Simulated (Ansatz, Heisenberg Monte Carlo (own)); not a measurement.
# Nearest-neighbour exchange and ordering temperature of antiferromagnetic KMnF3 in LDA+U, for U from 0 to 6.4 eV

The usual rule of thumb for a magnetic insulator is that superexchange goes as $t^2/U$, hopping squared over the cost of moving an electron between magnetic ions, so a larger Hubbard $U$ means weaker coupling and a lower ordering temperature. I put that rule to the test on cubic KMnF3, where Mn–F–Mn bridges join the moments. It matters in practice because an ordering temperature predicted for an insulating magnet can depend strongly on the chosen $U$. The couplings come from LDA+U at fixed atoms and rigid moments, and I measure each change against the run at $U = 0$. Negative $J$ favours opposed moments. No measured temperature stands in the table, so this is a test of sensitivity to $U$, not of accuracy.

## How the numbers were made

One crystal, KMnF3 (cubic perovskite, Pm-3m), in a magnetic cell of 10 atom(s), 2 counted as magnetic (Mn), from measured cells of the Crystallography Open Database; atoms are fixed. Ansatz 0.2.0, plane waves with its default PAW datasets, cutoff 420 eV, collinear spins without spin-orbit coupling, Fermi-Dirac smearing of 0.1 eV. The k mesh is 3×6×6 and the sums for the couplings run over 4×8×8. Functional: LDA. Every run keeps the antiferromagnetic pattern of signs of the first run. The couplings come from the magnetic force theorem at rigid moments: each moment turns with its exchange field frozen. Runs that did not converge or carry a known fault are not listed.

Notes on method and selection:

- J is defined by E = -sum over ordered pairs (each pair twice) of J e_i.e_j with unit vectors e, a classical Heisenberg model without biquadratic or multi-spin terms, so J > 0 favours parallel moments and the moment's size is inside J.
- All temperatures are for classical unit spins; for spin S a quantum mean-field treatment is higher by (S+1)/S. Mean field neglects fluctuations and lies above the Tyablikov (random-phase) and Monte Carlo values.
- The antiferromagnetic pattern is the lowest of a few collinear starts compared at U = 4 eV, is kept at the other U, and need not be the true ground state; spin-orbit coupling is left out.
- Couplings at rigid moments can miss in size and sometimes in sign.
- The mean-field temperature is left blank where it belongs to another wavevector than in the first run.
- Monte Carlo cells hold several hundred spins, and on test lattices the heat-capacity peak lay 5 to 6 per cent under the known transition.
- Ansatz's own search for a lower self-consistent state was switched off in these runs, so a run may rest in a state that is not the lowest for its pattern of moments.
- In insulators under a U, antiferromagnetic superexchange from these couplings can differ by one to four tenths from that of total energies at the same settings (constrained couplings mostly lie weaker), so a match with experiment does not fix U.
- The shells shown are the strongest of the first run whose pairs agree within a shell.
- For crystals with 4f or 5f elements only couplings at constrained moments are used, since rigid ones can be several times too large.
- Runs that did not converge, have known faults or may not be shown are not listed, and runs on Ansatz's PAW sets soft_1 and soft_2 are kept to separate tables.

Columns:

- U (eV): effective Hubbard U (Dudarev, U - J) on the d shell of Mn.
- moment (μB): largest spin moment inside an atomic sphere.
- gap on mesh (eV): band gap on the run's k mesh by the count of bands (negative: bands overlap, a metal).
- Tyablikov T (K): Tyablikov (random-phase) ordering temperature from the same couplings.
- J at 4.19 Å, opposed (meV): mean J of the Mn–Mn pairs of opposed moments that lie 4.19 Å apart in the first cell (6 such neighbours an atom).
- J at 5.92 Å (meV): mean J of the Mn–Mn pairs of parallel moments that lie 5.92 Å apart in the first cell (12 such neighbours an atom).
- mean-field T (K): mean-field ordering temperature, 2/(3 kB) times the largest J(q) over wavevectors and sublattice modes.

Input lines of one member:

```
magnetization:
  spin_polarized: true
kpoints:
  mp_grid: { grid: [3, 6, 6] }
  band_path:
    path:
      - [0.0, 0.0, 0.0]
      - [0.0, 0.5, 0.0]
      - [0.25, 0.625, 0.25]
      - [0.75, 0.75, 0.375]
      - [0.0, 0.0, 0.0]
      - [0.5, 0.5, 0.5]
      - [0.5, 0.75, 0.25]
    npoints: 11
hamiltonian:
  xc: lda
  hubbard:
    sites: [{ species: Mn, l: d, u_eff: 4.0, starting_ns: occupation_matrices }]
    projectors: ortho-atomic
scf:
  occupations: { method: fermi_dirac, width: 0.1 }
  lower_state_search: "off"
output:
  write_bands: true
  eigenstates:
    nscf_kmesh: { grid: [4, 8, 8] }
    top_band: c67
    exchange_couplings: { magnetic: [{ species: Mn }], moments: rigid }
```

Command (options for logging and memory left out): `ansatz run input.yaml`

## Numbers

| member | U (eV) | moment (μB) | gap on mesh (eV) | Tyablikov T (K) | J at 4.19 Å, opposed (meV) | J at 5.92 Å (meV) | mean-field T (K) |
| --- | --- | --- | --- | --- | --- | --- | --- |
| +0 eV | 0.0 | 4.06 | 2.09 | 261 | −8.52 | −0.0483 | 395 |
| +1.6 eV | 1.6 | ? | 2.80 | ? | ? | ? | ? |
| +2.8 eV | 2.8 | 4.15 | 3.28 | 140 | −4.71 | −0.0608 | 214 |
| +4 eV | 4.0 | 4.17 | 3.72 | 108 | −3.68 | −0.0547 | 166 |
| +5.2 eV | 5.2 | 4.19 | 4.10 | 84 | −2.87 | −0.0479 | 129 |
| +6.4 eV | 6.4 | 4.21 | 4.44 | 65 | −2.23 | −0.0414 | 100 |

Cells marked ? are withheld until the estimate has been made.

Least-squares fits to the members shown, with x = U (eV); R² and errors in the fitted variable (y, or ln y where the fit is in ln y):

| y | members | fit | R² | rms residual | leave-one-out rms | the same for the mean of the others |
| --- | --- | --- | --- | --- | --- | --- |
| J at 4.19 Å, opposed (meV) | 5 | y = −8.506 + 1.612 x − 0.09958 x² | 1.00 | 0.043 | 0.32 | 2.8 |
| J at 5.92 Å (meV) | 5 | y = −0.04884 − 0.007077 x + 0.001321 x² | 0.93 | 0.0017 | 0.013 | 0.0083 (fit no better) |

## Interpretation

The direction of the rule holds: the coupling at 4.19 Å weakens at every step shown, from −8.52 meV at $U = 0$ to −2.23 meV at 6.4 eV, a factor of 8.52 / 2.23 = 3.82. The mean-field temperature follows it down from 395 to 100 K.

The form of the rule does less well. If $|J|$ went as $1/(U + U_0)$, with $U_0$ the splitting already present in plain LDA, $1/|J|$ would rise linearly with $U$. Its slope instead grows from (1 / 4.71 − 1 / 8.52) / 2.8 = 0.034 per meV per eV in the first interval to (1 / 2.23 − 1 / 2.87) / 1.2 = 0.083 in the last. Something besides this one energy denominator must be at work. The likely cause is covalency: $U$ lowers the filled Mn d states relative to F 2p and raises the empty ones, which weakens the d–p mixing that carries the exchange. The moment, rising from 4.06 to 4.21 μB, fits this picture. A ferromagnetic contribution that hardly depends on $U$ would also steepen the fall.

The temperature is almost wholly a matter of the nearest neighbours. With six of them, $T_{\mathrm{MF}} \approx \frac{2}{3k_B}\,6|J|$, and with $k_B$ = 0.0862 meV/K the run at 4 eV gives 2 × 6 × 3.68 / (3 × 0.0862) = 171 K, against 166 K in the table. The coupling at 5.92 Å accounts for the difference: 2 × 12 × 0.0547 / (3 × 0.0862) = 5.1 K. It is negative between parallel moments and so works weakly against the order, but it stays below 0.07 meV and shows no steady trend with $U$.

The Tyablikov temperature stays near two thirds of the mean-field one (261 / 395 = 0.66 at $U = 0$, 65 / 100 = 0.65 at 6.4 eV), so fluctuations rescale the trend without altering it. The absolute scale is less secure, since a further run with the moments treated differently gave clearly lower temperatures.

## Blind estimate

Plain estimates from the members shown:

- +1.6 eV, fit at x = 1.6: −6.18 meV
- +1.6 eV, straight-line interpolation between +0 eV and +2.8 eV: w = (1.6 − 0.0) / (2.8 − 0.0) = 0.571, so −8.52 + 0.571 × (−4.71 − (−8.52)) = −6.34 meV

The missing coupling lies between the runs at 0 and 2.8 eV. Straight-line interpolation gives −6.34 meV, but the curve is bowed and a chord across it makes the coupling too strong. The quadratic fit gives −6.18 meV, with a leave-one-out error of 0.32 meV.

I prefer to interpolate the logarithm of $|J|$, because equal steps in $U$ reduce the coupling by nearly equal factors: 3.68 / 4.71 = 0.781, 2.87 / 3.68 = 0.780 and 2.23 / 2.87 = 0.777. This is an empirical regularity, not a law of superexchange.

I tried it on every shown member, using the next shown member on each side, or the two nearest for a member at an end. In order of $U$, the magnitudes in meV are 4.71 × (4.71 / 3.68)^2.333 = 8.38, 8.52 × (3.68 / 8.52)^0.7 = 4.73, (4.71 × 2.87)^0.5 = 3.68, (3.68 × 2.23)^0.5 = 2.86 and 2.87 × 2.87 / 3.68 = 2.24, against 8.52, 4.71, 3.68, 2.87 and 2.23 in the table. The rms miss is 0.06 meV, where the mean of the other members misses by 2.8 meV. Most of the 0.06 meV comes from the run at $U = 0$, which had to be extrapolated.

For $U$ = 1.6 eV the weight is 1.6 / 2.8 = 0.571, and 8.52 × (4.71 / 8.52)^0.571 = 6.07, so $J$ = −6.07 meV. The gap of this member, 2.80 eV, falls smoothly between 2.09 and 3.28 eV and gives no sign of a different electronic state, so I apply no further shift. I take the rms miss of 0.06 meV as the standard deviation.

**Committed estimate, +1.6 eV: J at 4.19 Å, opposed = −6.07 ± 0.06 meV.**

## How the estimate fared

| member | U (eV) | moment (μB) | gap on mesh (eV) | Tyablikov T (K) | J at 4.19 Å, opposed (meV) | J at 5.92 Å (meV) | mean-field T (K) |
| --- | --- | --- | --- | --- | --- | --- | --- |
| +1.6 eV | 1.6 | 4.12 | 2.80 | 181 | −6.04 | −0.0635 | 276 |

| member | estimate | J at 4.19 Å, opposed (meV) | computed | estimate − computed | miss in error bars |
| --- | --- | --- | --- | --- | --- |
| +1.6 eV | committed | −6.07 | −6.04 | −0.03 | 0.5 |
| +1.6 eV | fit | −6.18 | −6.04 | −0.14 |  |
| +1.6 eV | interpolation | −6.34 | −6.04 | −0.30 |  |

J at 4.19 Å, opposed (meV) against U (eV):

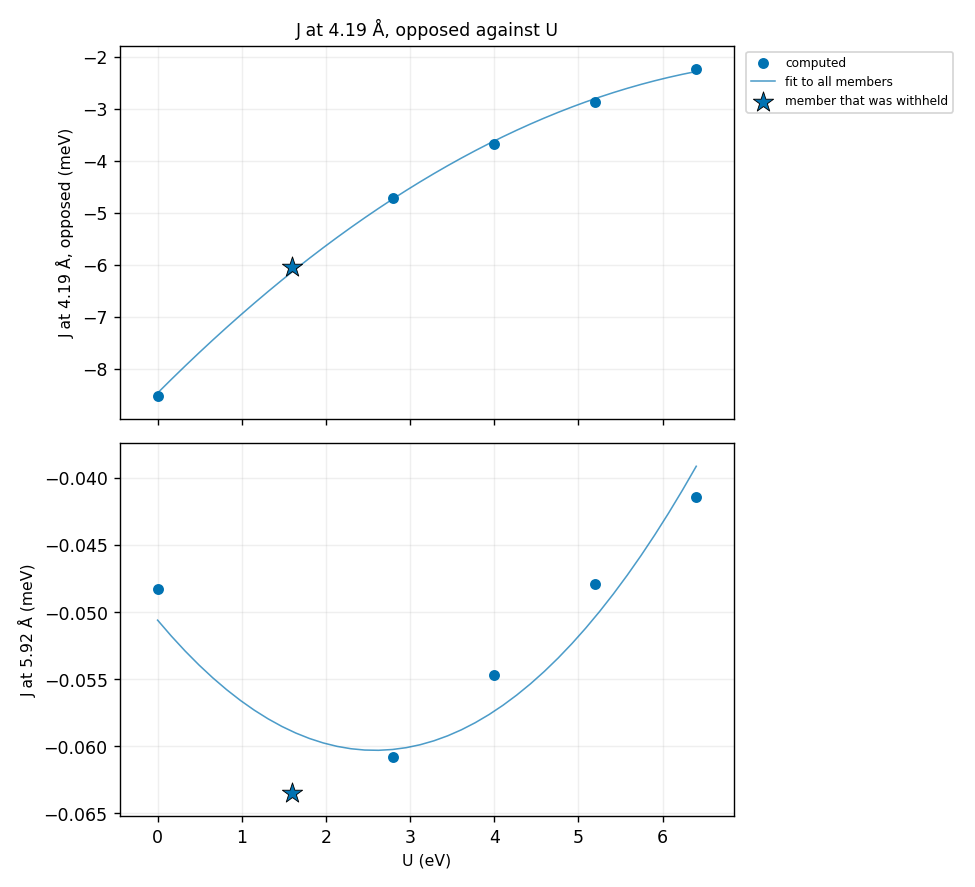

The computed coupling is −6.04 meV. My −6.07 ± 0.06 meV missed by 0.03 meV, half an error bar, and did better than the quadratic fit (0.14 meV off) and the straight line (0.30 meV off).

Interpolating the logarithm held up: from 1.6 to 2.8 eV the coupling shrinks by a factor of 4.71 / 6.04 = 0.780, as it does over the later steps of 1.2 eV. The pure $1/(U + U_0)$ form fails here too. Interpolating $1/|J|$ between the same two neighbours gives 1 / (1 / 8.52 + 0.571 × (1 / 4.71 − 1 / 8.52)) = 5.83, so −5.83 meV, which is too weak by 6.04 − 5.83 = 0.21 meV.

This supports my view that a single energy denominator does not suffice, though it does not identify what is missing. I also have to correct my account of covalency. Lowering the filled Mn d states brings them closer to F 2p, and mixing among filled states transfers no net spin. What can weaken the exchange is the rise of the empty d states, which then take less charge from fluorine. The steadily growing moment agrees with that.

## Residuals

Least-squares fits to the whole series, with x = U (eV); R² and errors in the fitted variable (y, or ln y where the fit is in ln y):

| y | members | fit | R² | rms residual | leave-one-out rms | the same for the mean of the others |
| --- | --- | --- | --- | --- | --- | --- |
| J at 4.19 Å, opposed (meV) | 6 | y = −8.4691 + 1.6214 x − 0.10237 x² | 1.00 | 0.062 | 0.22 | 2.5 |
| J at 5.92 Å (meV) | 6 | y = −0.05060 − 0.007508 x + 0.001453 x² | 0.87 | 0.0027 | 0.0097 | 0.0092 (fit no better) |

Largest departures from the fit to the whole series:

| member | J at 4.19 Å, opposed (meV) | fit | computed − fit | in rms residuals |
| --- | --- | --- | --- | --- |
| +1.6 eV | −6.04 | −6.14 | +0.10 | 1.6 |
| +5.2 eV | −2.87 | −2.81 | −0.06 | 1.0 |
| +4 eV | −3.68 | −3.62 | −0.06 | 0.9 |
| +6.4 eV | −2.23 | −2.29 | +0.06 | 0.9 |

No run stands out: the largest departure from the quadratic fit, +0.10 meV at $U$ = 1.6 eV, is only 1.6 rms residuals. The departures change sign in an orderly way along the series, as expected when a parabola is laid through a nearly exponential decay, so I put them down to the form of the fit and not to any single run.

## Rules of thumb and their limits

Between $U$ = 0 and 6.4 eV the nearest-neighbour coupling follows $|J| \approx 8.52\,e^{-0.209\,U}$, in meV with $U$ in eV, a loss of about 19 per cent per eV. The constants come from the two end runs, with ln(8.52 / 2.23) / 6.4 = 0.209. The rms miss over all six runs is about 0.03 meV, against 2.5 meV for the mean of the others, so a further $U$ inside this range can be estimated to a few hundredths of a meV.

In practice, the mean-field temperature near 4 eV changes by (129 − 214) / (5.2 − 2.8) = −35 K per eV, about a fifth of its value for each eV of doubt in $U$.

Nothing I know to be omitted matches the fourfold spread of the table. Fluctuations, which mean field neglects, take away about a third of the temperature in the Tyablikov column. Quantum spins act the other way: with $S = 5/2$ they multiply the mean-field temperature by 1.4, as much as lowering $U$ by about 1.6 eV. Treating the moments differently lowers the temperature again and can matter about as much, so agreement with a measured temperature would not single out a value of $U$.

[Logs are printed without paths, hosts, clocks, repeated set-up lines and the standing remarks that a program may print on its own settings, such as how far it seeks lower states.]
